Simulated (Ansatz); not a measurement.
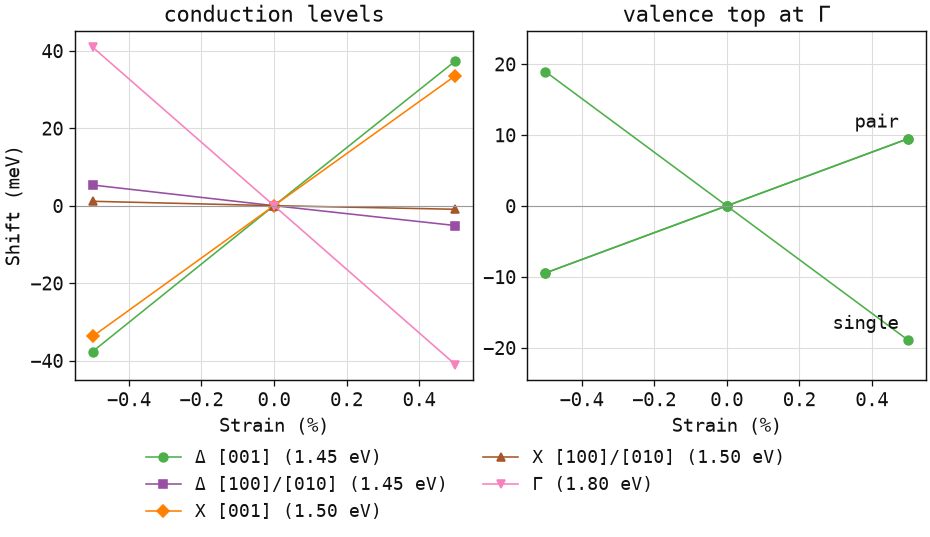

Shifts of the lowest conduction level at the points named, against the centre of the valence top at Γ (unstrained energies in the legend), and the splitting of that top about its centre. Directions are on the cubic axes. Δ is the valley on the line from Γ to X.

System: zincblende GaP, space group F-43m (No. 216), 2 atoms in the primitive cell, in a cell relaxed beforehand; cubic a = 5.439 Å. Here the cell is stretched along z by ±0.5 %, with x and y held, and the atoms are carried along without relaxing. Ansatz 0.2.0; PBEsol, Ansatz PAW set, no spin polarisation, no spin-orbit coupling, 8×8×8 k mesh, 420 eV cutoff.

> How fast does each conduction level move?

For each 1 % of strain: +75 meV at Δ [001], −10 meV at Δ [100]/[010], +67 meV at X [001], −2 meV at X [100]/[010] and −82 meV at Γ.

> What shear deformation potential follows for the Δ valleys?

For the Δ valleys E[001] − E[100] = Ξu (εzz − εxx), and the splitting is +85 meV for 1 %, so Ξu = 8.5 eV.

> What shear deformation potential follows for the X levels?

For the X levels E[001] − E[100] = Ξu (εzz − εxx), and the splitting is +69 meV for 1 %, so Ξu = 6.9 eV.

> How does the valence top split?

The threefold valence top splits at 57 meV for each 1 % of strain; under tension the single level lies below the pair. With E(single) − E(pair) = 3b (εzz − εxx), b = −1.89 eV.

The PAW data sets were made with another functional. Measured GaP has its conduction bottom near X; the order of its valleys hangs on the functional and the volume. LDA, GGA and most meta-GGA functionals understate gaps. Spin-orbit coupling, left out here, splits this threefold top even without strain.
